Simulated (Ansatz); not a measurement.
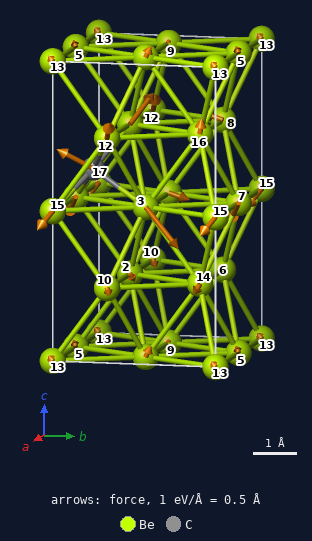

Starting geometry of a defect cell of composition Be16C with the computed forces as orange arrows. The picture is a ball-and-stick view of the cell of the calculation, seen slightly off an axis.

It is an interstitial C in hcp Be. The run prepares an end point of a later path (interstitial hop) calculation, from a guessed geometry.

The calculation used DFT PBE, scalar-relativistic, plane waves, PAW (Ansatz 0.2.0).

Input
```yaml
crystal:
  lattice:
    - [-2.29, -3.966396, 0.0]
    - [3.435, -1.983198, 0.0]
    - [0.0, 0.0, 7.17686]
  atoms:
    - { symbol: Be, position: [0.75, 0.5, 0.0] }
    - { symbol: Be, position: [0.5, 0.3333333, 0.25] }
    - { symbol: Be, position: [0.75, 0.5, 0.5] }
    - { symbol: Be, position: [0.5, 0.3333333, 0.75] }
    - { symbol: Be, position: [0.5, 0.0, 0.0] }
    - { symbol: Be, position: [0.25, 0.8333333, 0.25] }
    - { symbol: Be, position: [0.5, 0.0, 0.5] }
    - { symbol: Be, position: [0.25, 0.8333333, 0.75] }
    - { symbol: Be, position: [0.25, 0.5, 0.0] }
    - { symbol: Be, position: [0.0, 0.3333333, 0.25] }
    - { symbol: Be, position: [0.25, 0.5, 0.5] }
    - { symbol: Be, position: [0.0, 0.3333333, 0.75] }
    - { symbol: Be, position: [0.0, 0.0, 0.0] }
    - { symbol: Be, position: [0.75, 0.8333333, 0.25] }
    - { symbol: Be, position: [0.0, 0.0, 0.5] }
    - { symbol: Be, position: [0.75, 0.8333333, 0.75] }
    - { symbol: C, position: [0.7448792, 0.177944, 0.6212025] }
basis:
  ecutwfc: 420.0
kpoints:
  mp_grid: { grid: [4, 4, 3] }
hamiltonian:
  xc: pbe
scf:
  occupations: { method: gaussian, width: 0.1 }
  lower_state_search: "off"
relax:
  f_tol: 0.03
  max_steps: 60
  adjacent_minimum: "off"
output:
  write_density: true
  write_potential: true
  elf: true
  volumetric_format: npy
```

Launched with:
```bash
ansatz run input.yaml --threads 1 --pin off --max-ram 3072MiB --backend cpu --events-out ev --progress --plain --runs-dir out
```

> Is this structure relaxed? If not, where do the atoms go?

It isn't relaxed: the largest force vector, on Be3, is 2.54 eV/Å. The final displacements follow the starting forces only in part (cosine between the two patterns 0.76). The energy falls by 0.792 eV per cell of the calculation in 4 geometry steps. Largest force component: 1.9 eV/Å at the start, 0.024 eV/Å at the end. The largest move is that of Be8, 0.15 Å roughly along [0 −3 1]. By element the largest moves are Be 0.15 Å, C 0.04 Å. The cell doesn't change. Near-neighbour distances that change, for instance: Be3–Be12 2.229 → 2.437 Å, Be3–Be16 2.229 → 2.423 Å, Be4–Be12 2.290 → 2.475 Å, Be4–Be12 (another image) 2.290 → 2.105 Å. Bond angles that change, for instance: Be3–C17–Be7 94.0° → 87.6°, Be15–C17–Be16 86.0° → 91.9°, Be3–C17–Be15 92.7° → 87.3°.

Limits of the set-up: the k-point mesh is coarse for a cell with partly filled bands; the periodic images lie only 4.0 Å apart, so the values are limited by the cell's size.
